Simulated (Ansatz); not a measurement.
## Mg$_{23}$O$_{24}$: single-point calculation (part 2 of 3)

The same run, continued: Mg$_{23}$O$_{24}$ (defect cell, 47 atoms in the cell); DFT PBE, scalar-relativistic, plane waves, PAW, spin-polarised (Ansatz 0.2.0); cutoff 420 eV, 2×2×2 k-mesh, Gaussian smearing of 0.05 eV, collinear spins. The structure derives from a Materials Project entry.

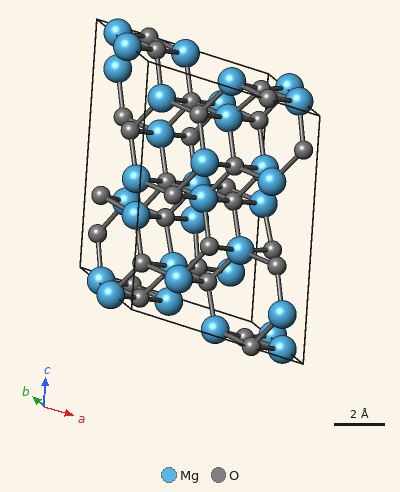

The input geometry (ball-and-stick view of the cell of the calculation, seen slightly off an axis). An atom can appear more than once, as a periodic image.

Output, continued
```
--- Forces (eV/Å), atoms counted from 1 ---
  atom   1  Mg     0.00159861    -0.00238228     0.00496089
  atom   2  Mg    -0.00333772    -0.00283188     0.00384094
  atom   3  Mg    -0.00053554    -0.00174747    -0.00403587
  atom   4  Mg     0.00119849     0.00174757     0.00165834
  atom   5  Mg    -0.00143980    -0.00916429    -0.00205655
  atom   6  Mg     0.00398426     0.00210814    -0.00167435
  atom   7  Mg     0.00074946     0.00000578     0.00223343
  atom   8  Mg     0.00119261    -0.00294378     0.01282016
  atom   9  Mg     0.02107221     0.01140611    -0.01335306
  atom  10  Mg    -0.01343651     0.00308961     0.00024773
  atom  11  Mg     0.00253572    -0.00076786     0.00046975
  atom  12  Mg     0.00468527    -0.00848472     0.00430771
  atom  13  Mg    -0.00189700    -0.00277253    -0.00170204
  atom  14  Mg    -0.00110308     0.00177706    -0.00570310
  atom  15  Mg    -0.00738802    -0.00433166     0.00011660
  atom  16  Mg    -0.00028845     0.00126373    -0.00016886
  atom  17  Mg     0.00351724     0.00267497     0.00012923
  atom  18  Mg     0.00280924    -0.00930215     0.00039018
  atom  19  Mg     0.00108272     0.00857497    -0.00146176
  atom  20  Mg    -0.00631619     0.00391349    -0.00382666
  atom  21  Mg     0.00435812    -0.00239629     0.00479560
  atom  22  Mg    -0.00737685     0.00292911     0.01376882
  atom  23  Mg     0.01015725    -0.00074304    -0.01482717
  atom  24  O      0.00098959     0.00484661    -0.00119112
  atom  25  O     -0.00005020     0.00241489    -0.00346836
  atom  26  O      0.00045209     0.00234235    -0.00030219
  atom  27  O      0.00129610     0.00282337     0.00230786
  atom  28  O      0.00207787     0.00021515     0.00101128
  atom  29  O     -0.00025809     0.00264838    -0.00070896
  atom  30  O     -0.00067484    -0.00032932    -0.00221167
  atom  31  O     -0.00253840    -0.00101877     0.00190586
  atom  32  O     -0.00538630    -0.00231438     0.00142579
  atom  33  O     -0.00303288    -0.00213472    -0.00086522
  atom  34  O      0.00055188     0.00114067     0.00318834
  atom  35  O      0.00032781     0.00150399     0.00190474
  atom  36  O     -0.00084471     0.00057575    -0.00174082
  atom  37  O      0.00395177     0.00286830    -0.00131014
  atom  38  O      0.00467380     0.00338600    -0.00458918
  atom  39  O     -0.00406724     0.00643513     0.00547468
  atom  40  O     -0.00342843    -0.00090913     0.00123753
  atom  41  O      0.00257988    -0.00155452    -0.00186359
  atom  42  O     -0.00492071    -0.00394769    -0.00440347
  atom  43  O      0.00029906     0.00394544     0.00394359
  atom  44  O      0.00194192    -0.00048237    -0.00460823
  atom  45  O      0.00129649    -0.00412860     0.00666225
  atom  46  O     -0.00891067    -0.01006762     0.00549112
  atom  47  O     -0.00214907     0.00012610    -0.00820588
  max |Σ_I F_I| component: 1.41e-5 eV/Å
--- Band table (eV; the first three rows and the last of 16) ---
  k-point 0 ↑: bands = ["-66.5380", "-66.5359", "-66.5287", "-66.5273", "-66.5062", "-66.5049", "-66.5040", "-66.5028", "-66.4269", "-66.4253", "-66.4021", "-66.3978", "-66.3804", "-66.3795", "-66.3779", "-66.3773", "-66.3462", "-66.3444", "-66.3431", "-66.3406", "-66.3202", "-66.3197", "-66.3168", "-33.3229", "-33.3175", "-33.3142", "-33.3091", "-33.3090", "-33.3069", "-33.3056", "-33.3008", "-33.2933", "-33.2920", "-33.2867", "-33.2838", "-33.2765", "-33.2745", "-33.2733", "-33.2722", "-33.2708",
      "-33.2693", "-33.2652", "-33.2635", "-33.2625", "-33.2577", "-33.2549", "-33.2544", "-33.1979", "-33.1944", "-33.1928", "-33.1912", "-33.1843", "-33.1817", "-33.1804", "-33.1765", "-33.1699", "-33.1676", "-33.1644", "-33.1604", "-33.1572", "-33.1559", "-33.1545", "-33.1529", "-33.1433", "-33.1420", "-33.1372", "-33.1347", "-33.1342", "-33.1332", "-33.1315", "-33.1294", "-33.1287", "-33.1283", "-33.1246", "-33.1155", "-33.1125", "-33.1119", "-33.1077", "-33.1065", "-33.0939",
      "-33.0925", "-33.0921", "-33.0849", "-33.0845", "-33.0828", "-33.0794", "-33.0790", "-33.0786", "-33.0737", "-33.0728", "-33.0676", "-33.0659", "-11.1864", "-10.8108", "-10.8102", "-10.4841", "-10.3643", "-10.3502", "-10.3385", "-10.3336", "-10.3090", "-10.3003", "-10.2774", "-10.2453", "-10.2390", "-10.2294", "-10.1920", "-10.1815", "-10.1746", "-10.1510", "-10.1384", "-10.1144", "-10.0125", "-9.8871", "-9.8405", "-9.7734", "1.8945", "1.8946", "1.9499", "1.9964",
      "2.1727", "2.1853", "2.2217", "2.3244", "2.3494", "2.3738", "2.3897", "2.4015", "2.4508", "2.4818", "2.4933", "2.7020", "2.7415", "2.8577", "3.0361", "3.0442", "3.4080", "3.4235", "3.4250", "3.4647", "3.5618", "3.5904", "3.5973", "3.7487", "3.9015", "3.9149", "3.9663", "4.0022", "4.0085", "4.0136", "4.0190", "4.1049", "4.1085", "4.1261", "4.1510", "4.1609", "4.1679", "4.1694", "4.1751", "4.2388",
      "4.2636", "4.2714", "4.3258", "4.4779", "4.5144", "4.5297", "4.8609", "4.8804", "4.9085", "4.9100", "4.9222", "4.9292", "4.9344", "4.9634", "4.9797", "4.9894", "4.9946", "4.9957", "5.0306", "5.0515", "5.0881", "5.1045", "5.1199", "5.1740", "5.1845", "5.1890", "5.2596", "5.7293", "9.4261", "11.7407", "11.8118", "12.8958", "12.9031", "12.9747", "12.9770", "13.0824", "13.1074", "13.1332", "13.1904", "13.2655",
      "13.2811", "13.3570", "13.3783", "13.3876", "13.4313", "13.5768", "15.0485", "15.0547", "15.0982", "15.4604", "15.9359", "16.0893", "16.1936", "16.6634", "16.6740", "16.6760", "16.7136", "16.8073", "16.8267", "17.2119", "17.3247", "17.7877", "17.8110", "17.8769", "17.8929", "17.9122", "17.9220", "17.9359", "17.9389", "17.9726", "18.0444", "18.1307", "18.1361", "18.2406", "18.2804"]
  k-point 1 ↑: bands = ["-66.5380", "-66.5359", "-66.5287", "-66.5273", "-66.5062", "-66.5049", "-66.5040", "-66.5028", "-66.4269", "-66.4253", "-66.4021", "-66.3978", "-66.3804", "-66.3795", "-66.3779", "-66.3773", "-66.3462", "-66.3444", "-66.3431", "-66.3406", "-66.3202", "-66.3197", "-66.3168", "-33.3229", "-33.3175", "-33.3142", "-33.3091", "-33.3090", "-33.3069", "-33.3055", "-33.3008", "-33.2933", "-33.2920", "-33.2867", "-33.2838", "-33.2764", "-33.2745", "-33.2733", "-33.2722", "-33.2709",
      "-33.2694", "-33.2652", "-33.2635", "-33.2626", "-33.2577", "-33.2548", "-33.2544", "-33.1980", "-33.1943", "-33.1927", "-33.1912", "-33.1845", "-33.1815", "-33.1803", "-33.1768", "-33.1704", "-33.1671", "-33.1642", "-33.1604", "-33.1571", "-33.1561", "-33.1546", "-33.1524", "-33.1437", "-33.1420", "-33.1373", "-33.1347", "-33.1342", "-33.1332", "-33.1316", "-33.1294", "-33.1285", "-33.1283", "-33.1246", "-33.1155", "-33.1125", "-33.1119", "-33.1077", "-33.1065", "-33.0938",
      "-33.0925", "-33.0921", "-33.0849", "-33.0845", "-33.0827", "-33.0794", "-33.0791", "-33.0786", "-33.0737", "-33.0728", "-33.0676", "-33.0660", "-11.1167", "-11.0405", "-10.5235", "-10.4769", "-10.4290", "-10.3905", "-10.3750", "-10.3653", "-10.3446", "-10.3333", "-10.2692", "-10.2497", "-10.2143", "-10.2003", "-10.1950", "-10.1768", "-10.1695", "-10.1543", "-10.0918", "-10.0677", "-9.9968", "-9.9738", "-9.8163", "-9.7731", "2.0364", "2.0370", "2.0560", "2.0721",
      "2.1181", "2.1279", "2.1934", "2.2214", "2.2466", "2.2624", "2.3146", "2.4254", "2.4426", "2.4622", "2.5312", "2.5476", "2.5569", "2.7067", "3.3339", "3.3576", "3.3590", "3.4067", "3.4476", "3.5062", "3.5113", "3.6536", "3.7407", "3.7753", "3.7782", "3.7907", "3.8226", "3.8773", "3.9524", "4.0814", "4.0856", "4.0937", "4.1062", "4.1237", "4.1276", "4.1833", "4.2238", "4.2959", "4.3319", "4.3536",
      "4.3698", "4.3705", "4.4005", "4.5121", "4.5677", "4.6001", "4.6036", "4.6459", "4.7982", "4.8107", "4.8585", "4.8884", "4.9445", "4.9611", "4.9800", "4.9838", "4.9902", "5.0072", "5.0298", "5.0522", "5.0721", "5.0870", "5.0998", "5.1291", "5.1556", "5.1888", "5.5715", "5.5725", "10.1162", "10.3615", "12.8016", "12.8515", "12.8637", "12.8809", "12.9240", "13.0259", "13.1629", "13.1915", "13.1984", "13.2185",
      "13.3062", "13.3228", "13.3410", "13.4142", "13.4828", "13.6167", "15.2517", "15.3545", "15.4925", "15.6451", "15.7019", "15.7461", "15.7494", "15.8238", "15.9304", "16.1700", "17.3942", "17.5334", "17.6585", "17.6843", "17.7110", "17.7221", "17.7638", "17.7733", "17.8263", "17.8297", "17.8535", "17.9176", "17.9388", "17.9445", "17.9863", "18.0380", "18.0886", "18.1441", "18.2098"]
  k-point 2 ↑: bands = ["-66.5379", "-66.5359", "-66.5287", "-66.5273", "-66.5062", "-66.5049", "-66.5040", "-66.5028", "-66.4269", "-66.4253", "-66.4021", "-66.3978", "-66.3804", "-66.3795", "-66.3779", "-66.3773", "-66.3461", "-66.3446", "-66.3431", "-66.3405", "-66.3202", "-66.3197", "-66.3168", "-33.3192", "-33.3182", "-33.3145", "-33.3133", "-33.3081", "-33.3076", "-33.3035", "-33.3028", "-33.2911", "-33.2902", "-33.2876", "-33.2863", "-33.2759", "-33.2746", "-33.2737", "-33.2727", "-33.2695",
      "-33.2683", "-33.2653", "-33.2651", "-33.2596", "-33.2586", "-33.2557", "-33.2551", "-33.1968", "-33.1954", "-33.1926", "-33.1911", "-33.1834", "-33.1819", "-33.1799", "-33.1765", "-33.1708", "-33.1686", "-33.1643", "-33.1607", "-33.1574", "-33.1555", "-33.1530", "-33.1521", "-33.1461", "-33.1405", "-33.1361", "-33.1354", "-33.1343", "-33.1339", "-33.1332", "-33.1309", "-33.1278", "-33.1272", "-33.1200", "-33.1197", "-33.1139", "-33.1110", "-33.1080", "-33.1053", "-33.0942",
      "-33.0928", "-33.0897", "-33.0857", "-33.0840", "-33.0835", "-33.0794", "-33.0789", "-33.0787", "-33.0734", "-33.0728", "-33.0675", "-33.0666", "-10.9181", "-10.8768", "-10.7562", "-10.6842", "-10.5217", "-10.4897", "-10.4813", "-10.4680", "-10.3818", "-10.3661", "-10.3265", "-10.3036", "-10.1187", "-10.0987", "-10.0643", "-10.0605", "-10.0448", "-10.0344", "-10.0170", "-9.9918", "-9.9885", "-9.9334", "-9.9287", "-9.8894", "2.0652", "2.0858", "2.0995", "2.1013",
      "2.1131", "2.1583", "2.3134", "2.3283", "2.3862", "2.4323", "2.4531", "2.4819", "2.5275", "2.5709", "2.7507", "2.7726", "2.7771", "2.8351", "2.8587", "2.9824", "3.0971", "3.1650", "3.2422", "3.2608", "3.3026", "3.4606", "3.5603", "3.5986", "3.6465", "3.6859", "3.7992", "3.8584", "3.9092", "3.9284", "4.0584", "4.0621", "4.0877", "4.1270", "4.1508", "4.1689", "4.1903", "4.2018", "4.2552", "4.3087",
      "4.4812", "4.4942", "4.5089", "4.5316", "4.5807", "4.5980", "4.6493", "4.6633", "4.8095", "4.8192", "4.8438", "4.8650", "4.8676", "4.9056", "4.9331", "4.9714", "5.1328", "5.1519", "5.1766", "5.1858", "5.2005", "5.2296", "5.2377", "5.2738", "5.2844", "5.3327", "5.3453", "5.3745", "10.9058", "11.0154", "11.7038", "11.8052", "12.6260", "12.6452", "12.7082", "12.7605", "13.1082", "13.1766", "13.3002", "13.3273",
      "14.3060", "14.3205", "14.4045", "14.4579", "14.5005", "14.5373", "14.6415", "14.6884", "14.8045", "14.8336", "14.9168", "14.9732", "16.2380", "16.2543", "16.4288", "16.5088", "16.5447", "16.6063", "16.6348", "16.6675", "16.9946", "17.0579", "17.7394", "17.7763", "18.0386", "18.0898", "18.1802", "18.1906", "18.3217", "18.3644", "18.4450", "18.4764", "18.4980", "18.5538", "18.5977"]
```
